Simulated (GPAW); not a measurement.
Consider GaP (F-43m).

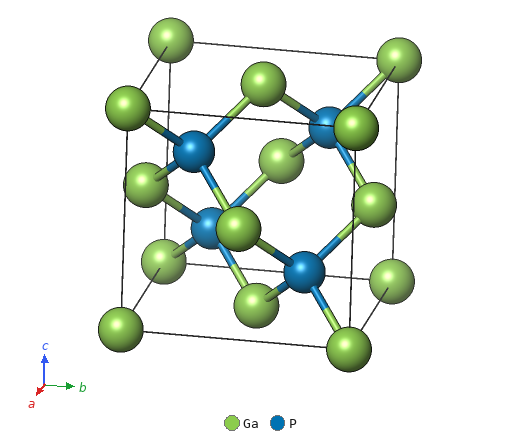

The structure (gallium green, phosphorus blue). Bonds to atoms that aren't drawn are left out. Some periodic images of atoms are drawn too.

```xyz
2
Lattice="0.0000 2.7252 2.7252 2.7252 0.0000 2.7252 2.7252 2.7252 0.0000" Properties=species:S:1:pos:R:3 pbc="T T T"
Ga    0.0000    0.0000    0.0000
P     4.0879    4.0879    4.0879
```

Absorber: atom 1, with 4 P at 2.36 Å (tetrahedral, site symmetry -43m). Method: GPAW, PBE, full core hole (charged cell), 8-atom cell with 5.5 Å between holes, 5×5×5 k points, dipole transitions, Gaussian full width 1.82 eV up to 4 eV, rising linearly to 3.5 eV at 25 eV.

Predict the near-edge structure at the Ga K edge.

Main maxima up to 28 eV above the zero (height): 3.4 eV (1.81) and 11.0 eV (1.06). A K edge sees empty p states on the absorber. 

The Ga K spectrum (energy from the lowest empty level; intensity scaled to a mean of 1 over the first 20 eV):

| E (eV) | intensity |
| --- | --- |
| -2.0 | 0.00 |
| -0.5 | 0.07 |
| 1.0 | 0.65 |
| 2.5 | 1.41 |
| 4.0 | 1.66 |
| 5.5 | 1.03 |
| 7.0 | 0.88 |
| 8.5 | 0.88 |
| 10.0 | 0.99 |
| 11.5 | 1.05 |
| 13.0 | 1.01 |
| 14.5 | 0.92 |
| 16.0 | 0.93 |
| 17.5 | 0.88 |
| 19.0 | 0.82 |
| 20.5 | 0.80 |
| 22.0 | 0.77 |
| 23.5 | 0.70 |
| 25.0 | 0.71 |
| 26.5 | 0.80 |
| 28.0 | 0.91 |

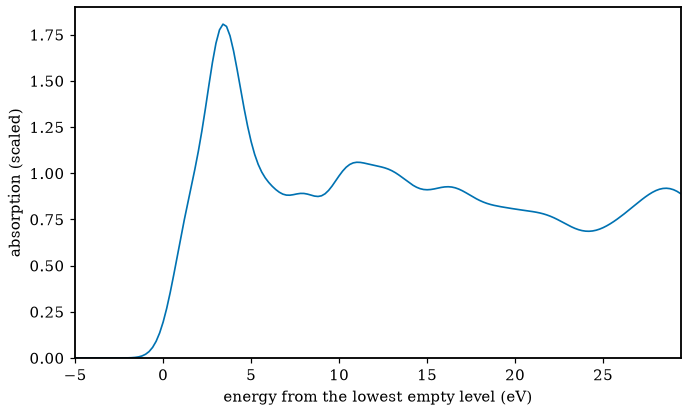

The Ga K edge.

The script folds with a Gaussian, whereas the core hole's own line is a Lorentzian, so the onset is too steep and the first peak too high. The holes are only 5.5 Å apart, so the shape is probably not converged with cell size; no larger cell was run here. The structure is a published determination, not relaxed.

[Banner, clock and machine lines of the logs are left out without a mark of their own.]

[Logs are printed without paths, hosts, clocks, repeated set-up lines and the standing remarks that a program may print on its own settings, such as how far it seeks lower states.]

[Hosts, paths, dates, database ids (printed as entryN), source tags and the programs' standing remarks are cut or masked in the printed files.]

[Lists of maxima count a maximum above −3 eV only where it reaches 4 % of the highest in the window and stands out from its surroundings by 2 % of it (1.5 % where it reaches 55 %); shoulders and weaker maxima are passed over, and of the rest the first, up to two pre-edge ones and the few strongest are named.]
